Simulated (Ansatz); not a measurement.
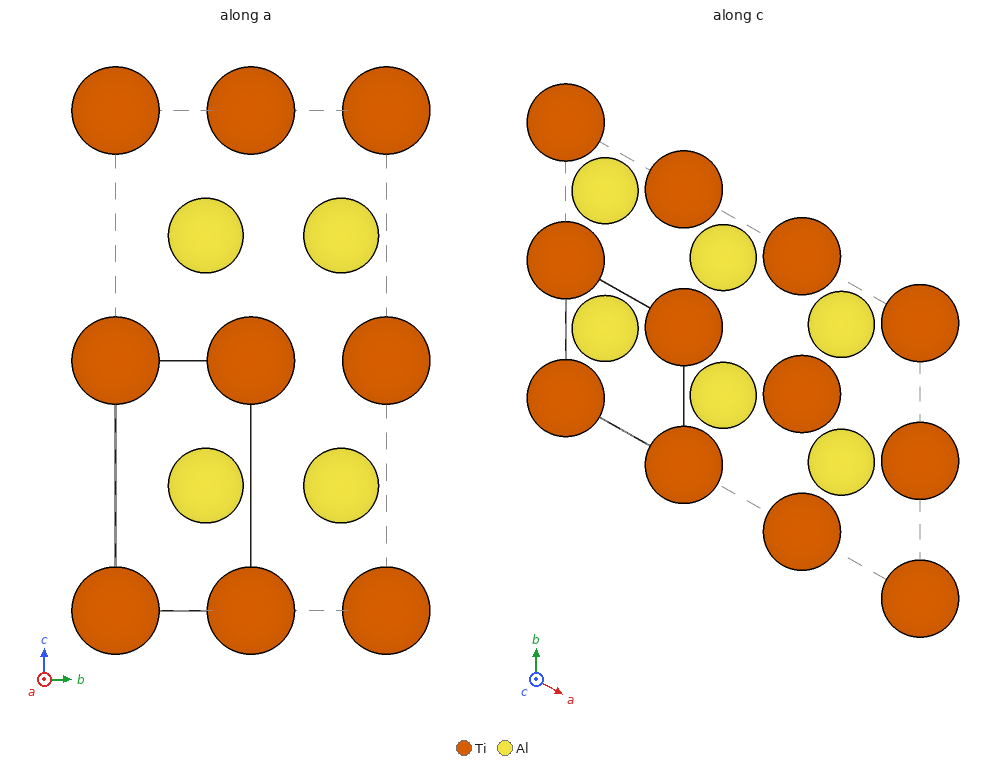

The image is a spheres-only drawing of a crystal, viewed along the a axis and along the c axis. Solid lines give the simulation cell, repeated here 3×2×2 times.

Input file:
```yaml
crystal:
  lattice:
    - [2.8672622327, 0.0, 0.0]
    - [-1.4336311163, 2.5327843715, 0.0]
    - [0.0, 0.0, 4.678083]
  atoms:
    - { symbol: Ti, position: [0.0, 0.0, 0.0] }
    - { symbol: Al, position: [0.3333333333, 0.6666666667, 0.5] }
basis:
  ecutwfc: 500
kpoints:
  mp_grid: { grid: [18, 18, 10] }
hamiltonian:
  xc: r2scan
scf:
  occupations: { method: gaussian, width: 0.15 }
output:
  forces: true
  stress: true
  eigenvalues: true
  write_density: true
  write_potential: true
  elf: true
  volumetric_format: npy
```
Run as:
```sh
ansatz run input.yaml --threads 1 --pin off --max-ram 2560MiB --backend cpu --events-out ev --progress --plain --runs-dir out
```

All computed values are from DFT r2SCAN, scalar-relativistic, plane waves, PAW in Ansatz 0.2.0. Settings: an energy cutoff of 500 eV, an 18×18×10 sampling of the Brillouin zone, Gaussian smearing of 0.15 eV, no spin polarisation.

**How large a gap does the method give, if there is one?**

A metal: bands cross the Fermi level.

**Would the cell expand or shrink if it could?**

The computed pressure is -3.1 GPa (stretched: it would shrink). The stress isn't hydrostatic: its largest component is 3.8 GPa.

Provenance: a structure listed in the Materials Project. The cell was then strained or its atoms displaced on purpose. A calculation with Ansatz used it as input.
